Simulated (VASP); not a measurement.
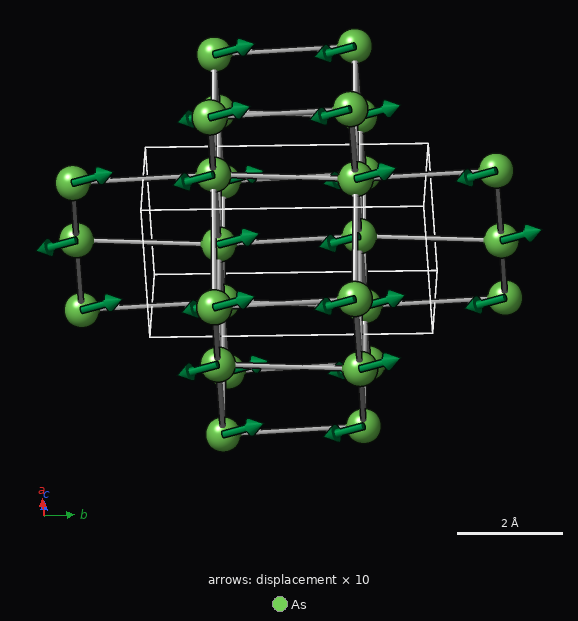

A relaxation of crystalline As (set up in P-1). The starting structure is drawn; green arrows show the displacements, magnified 10 times.

Style: ball-and-stick. Shown: the conventional cell (2 times the calculation's cell), from a free direction. Lengths and directions refer to the drawn axes.

The run lets the atoms move in a fixed cell.

The calculation used VASP 6.6.1, Kohn-Sham DFT of a periodic cell, LDA, VASP PAW LDA potentials, recommended.

Input file:
```
SYSTEM = As
ALGO = Fast ; EDIFF = 1E-6
EDIFFG = -0.005 ; ENCUT = 520
GGA = CA ; IBRION = 2
ISIF = 2 ; ISMEAR = 0
LASPH = .TRUE. ; LCHARG = .FALSE.
LREAL = .FALSE. ; LWAVE = .FALSE.
NELM = 60 ; NSW = 60
PREC = Accurate ; SIGMA = 0.05
```

Launched with:
```bash
cat potpaw_LDA.64/As/POTCAR > POTCAR
mpirun -np 1 vasp_std > vasp.out
```

### What happened in the run?

The largest moves, 0.094 Å, are those of As atoms. The lattice vectors keep their values. Near-neighbour distances that change, for instance: As–As 2.730 → 2.896 Å, As–As 2.692 → 2.535 Å, As–As 2.796 → 2.894 Å, As–As 2.624 → 2.537 Å. Bond angles that change, for instance: As–As–As 176.2° → 169.2°, As–As–As 92.0° → 97.8°, As–As–As 87.6° → 82.6°. The space group (tolerance 0.01 Å) goes from P-1 (No. 2) to R-3m (No. 166). The energy falls by 21.7 meV per atom in 32 geometry steps. The largest force component goes from 0.38 to 0.0031 eV/Å.
